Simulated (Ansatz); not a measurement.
Consider Ta6N (slab).

Input

```
crystal:
  lattice:
    - [5.6896945747, 0.0, 0.0]
    - [-1.8965648582, 5.3642954889, 0.0]
    - [0.0, 0.0, 24.7456161668]
  atoms:
    - { symbol: Ta, position: [0.25, 0.25, 0.3434951848] }
    - { symbol: Ta, position: [0.25, 0.75, 0.3434951848] }
    - { symbol: Ta, position: [0.75, 0.25, 0.3434951848] }
    - { symbol: Ta, position: [0.75, 0.75, 0.3434951848] }
    - { symbol: Ta, position: [0.5, 0.5, 0.4355414059] }
    - { symbol: Ta, position: [0.5, 0.0, 0.4355414059] }
    - { symbol: Ta, position: [0.0, 0.5, 0.4355414059] }
    - { symbol: Ta, position: [0.0, 0.0, 0.4355414059] }
    - { symbol: Ta, position: [0.75, 0.75, 0.527391105] }
    - { symbol: Ta, position: [0.75, 0.25, 0.527391105] }
    - { symbol: Ta, position: [0.25, 0.75, 0.527391105] }
    - { symbol: Ta, position: [0.25, 0.25, 0.527391105] }
    - { symbol: "N", position: [0.25, 0.25, 0.6332684444] }
    - { symbol: "N", position: [0.25, 0.25, 0.6777207624] }
basis:
  ecutwfc: 420
kpoints:
  mp_grid: { grid: [6, 6, 1] }
hamiltonian:
  xc: pbe
  dispersion: d3bj
scf:
  occupations: { method: gaussian, width: 0.1 }
output:
  forces: true
  eigenvalues: true
  write_density: true
  write_potential: true
  elf: true
  volumetric_format: npy
relax:
  adjacent_minimum: "off"
  f_tol: 0.03
  max_steps: 70
  constraints: [{ sites: [0, 1, 2, 3] }]
efield:
  axis: 3
  dipole_correction: true
  ramp_width: 0.04
```

Run with:

```sh
ansatz run input.yaml --threads 4 --pin off --max-ram 10240MiB --backend cpu --events-out ev --progress --plain --runs-dir out
```

The fields are those of the run's last geometry, not of the input's.

Level of theory: DFT PBE+D3(BJ), scalar-relativistic, plane waves, PAW in Ansatz 0.2.0.

Question: Predict the valence pseudo-density and electron localisation function between the atoms.

Answer: N–N (1.12 Å): ρ at the midpoint is about 4.3 e/Å³; the ELF peaks at about 0.85 between the atoms.
Ta–N (2.16 Å): ρ at the midpoint is about 0.56 e/Å³; the ELF peaks at about 0.90 in the valence shell of N, 0.6 Å from its nucleus, and drops to about 0.15 between the two atoms: no localised pair shows between them.
Ta–Ta (2.79 Å): the density is about 0.35 e/Å³ at the midpoint; the ELF is about 0.35 at the midpoint.
Ta–Ta (2.94 Å): the density is about 0.28 e/Å³ at the midpoint; the ELF is about 0.30 at the midpoint.

Question: Does the calculation give a band gap?

Answer: It is gapless in this calculation (a metal or semimetal).

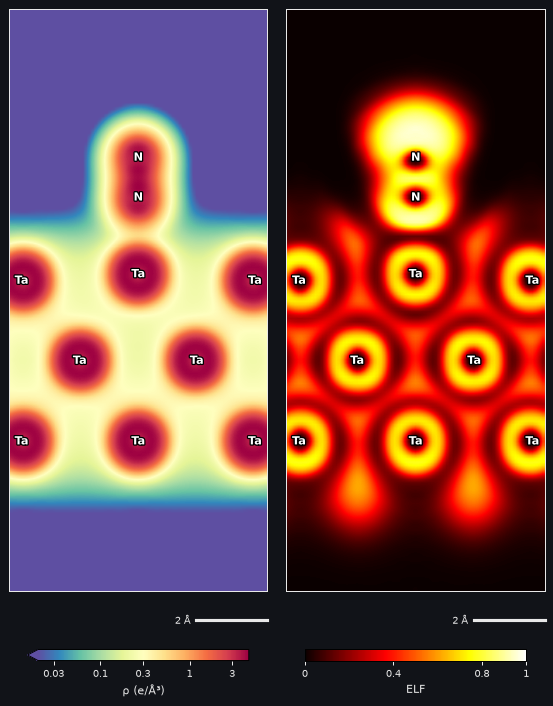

Computed valence pseudo-density and electron localisation function on the (11̄0) plane of the calculation cell, a cut from vacuum to vacuum, in this order. 

In a PAW calculation such maps are meaningful between the atoms, not at the nuclei.
